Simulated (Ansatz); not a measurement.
**AlNi3: density, localisation and related maps**

The calculation's input:

```
crystal:
  lattice:
    - [2.6204992196, 0.0, 0.0]
    - [-1.3102496098, 2.2694188948, 0.0]
    - [0.0, 0.0, 7.8470258161]
  atoms:
    - { symbol: Al, position: [0.3333333333, 0.6666666667, 0.0] }
    - { symbol: Ni, position: [0.3333333333, 0.6666666667, 0.5], spin: -0.43 }
    - { symbol: Ni, position: [0.6666666667, 0.3333333333, 0.2447537539] }
    - { symbol: Ni, position: [0.6666666667, 0.3333333333, 0.7552462461] }
basis:
  ecutwfc: 420
kpoints:
  mp_grid: { grid: [24, 24, 6] }
  band_path:
    path:
      - [[0.0, 0.0, 0.0], [0.5, 0.0, 0.0], [0.33333333, 0.33333333, 0.0], [0.0, 0.0, 0.0], [0.0, 0.0, 0.5], [0.5, 0.0, 0.5], [0.33333333, 0.33333333, 0.5], [0.0, 0.0, 0.5]]
      - [[0.5, 0.0, 0.5], [0.5, 0.0, 0.0]]
      - [[0.33333333, 0.33333333, 0.5], [0.33333333, 0.33333333, 0.0]]
    npoints: 14
hamiltonian:
  xc: pbe
scf:
  occupations: { method: gaussian, width: 0.1 }
  n_extra_bands: 10
output:
  forces: true
  stress: true
  eigenvalues: true
  populations: true
  dos: { projected: true, de: 0.02, nscf_kmesh: { grid: [29, 29, 8] } }
  bader: true
  write_density: true
  write_potential: true
  elf: true
  volumetric_format: npy
magnetization:
  spin_polarized: true
checkpoint:
  read: start.run
  write: ck
  compress: false
  write_wavefunctions: false
  write_every: 100000
```

Run with:

```sh
ansatz run input.yaml --threads 1 --pin off --max-ram 2560MiB --backend cpu --events-out ev --progress --plain --runs-dir out
```

Below, planes, directions and counts refer to the conventional cell (a = 2.62 Å, b = 2.62 Å, c = 7.85 Å, α = 90.00°, β = 90.00°, γ = 120.00°).

Space group P-6m2; a structure generated by program, which may or may not match a known phase; spin-polarised.

Method: Ansatz, DFT PBE, scalar-relativistic, plane waves, PAW.

The density is the valence pseudo-density of a PAW calculation; it isn't the true density close to the nuclei.

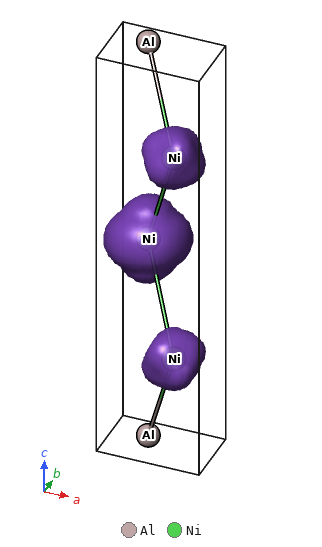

Figure 1. Isosurface of the spin density (up minus down) at −0.02 e/Å³ (purple), seen slightly off an axis. Sticks mark near contacts.

**Which atoms carry the moments, and with what signs?**

The spin density sits on Ni: −0.4 μB in one cell of 4 atoms: parallel main moments, as they must be, since the calculation's own cell holds one magnetic site. The cell of the calculation (4 atoms) carries 0.5 μB of net spin moment.

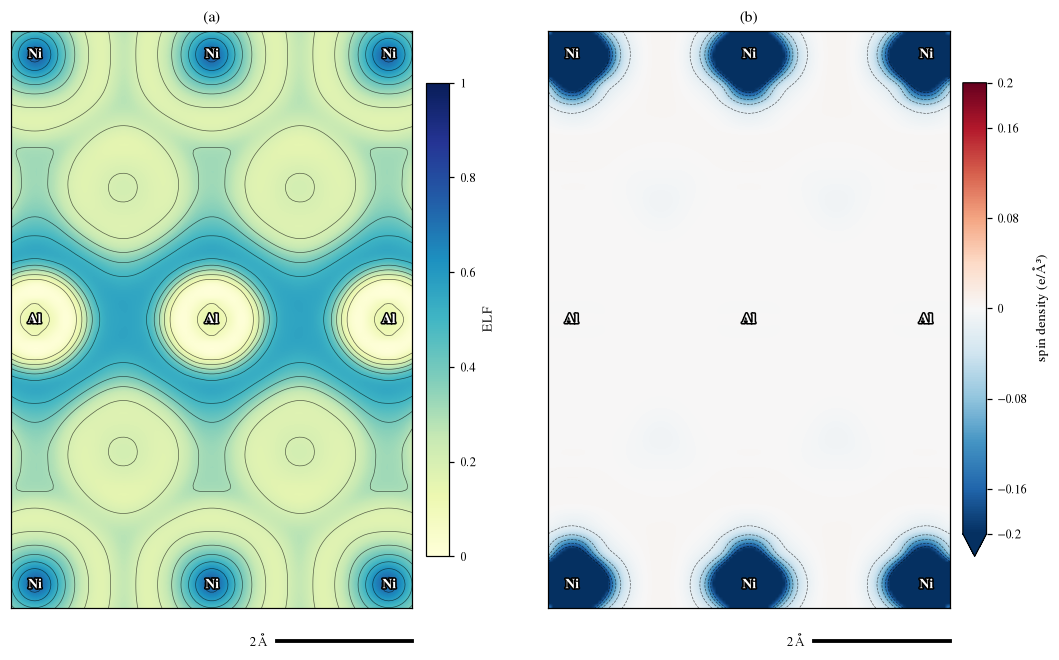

Figure 2. (a) electron localisation function; (b) spin density on the (010) plane of the conventional cell.

**What does the map show?**

- The plane passes through Al and Ni nuclei.
- Atoms just off the plane (Ni, 0.8 Å away) can leave unmarked features too.
- Al–Al (2.62 Å): the ELF reaches about 0.55 near the midpoint.
- Ni–Ni (2.62 Å): the ELF is about 0.25 at the midpoint (no shared electron pair shows on this line).
- The features right at Ni lie inside the PAW spheres, where the map follows smoothed inner orbitals and isn't to be read closely.

**What Bader charges does the calculation give?**

Electrons move from Al towards Ni. Bader charges: Al +1.64 and Ni −0.81 to −0.03 e.

**Does the calculation make it a metal, or give it a gap?**

It is gapless in this calculation (a metal or semimetal).
